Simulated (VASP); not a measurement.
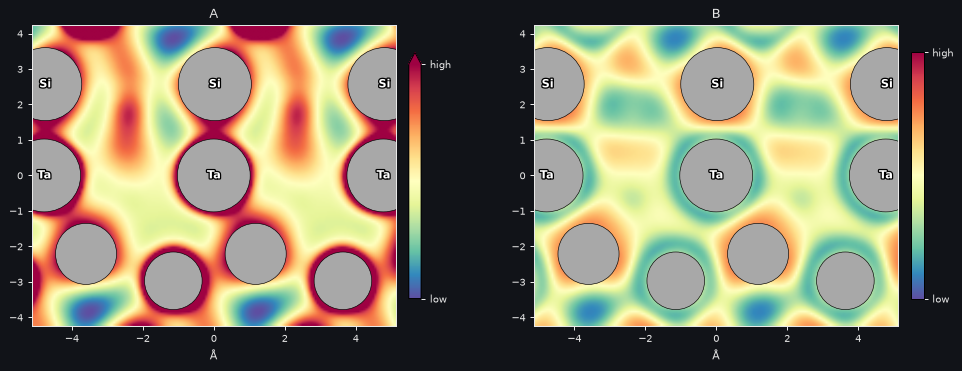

TaSi2: 2 fields on the (011) plane of the conventional cell, with unlabelled colour scales. Grey discs cover the atomic cores.

Space group P1; changed on purpose from its base cell (atoms moved at random by about 0.05 A); not relaxed (largest force 1.4 eV/Å); computed pressure about 4 GPa in this cell.

Computed with VASP, Kohn-Sham DFT of a periodic cell, PBE, VASP PAW PBE potentials, recommended.

Q: Which field does each panel show? The fields are: electron localisation function and valence pseudo-density.

A: Panel A: valence pseudo-density. Panel B: electron localisation function. From the grid: Ta–Si (2.57 Å): the density is about 0.41 e/Å³ at the midpoint; the ELF peaks at about 0.75 in the valence shell of Si, 0.9 Å from its nucleus, and is about 0.40 at the midpoint.
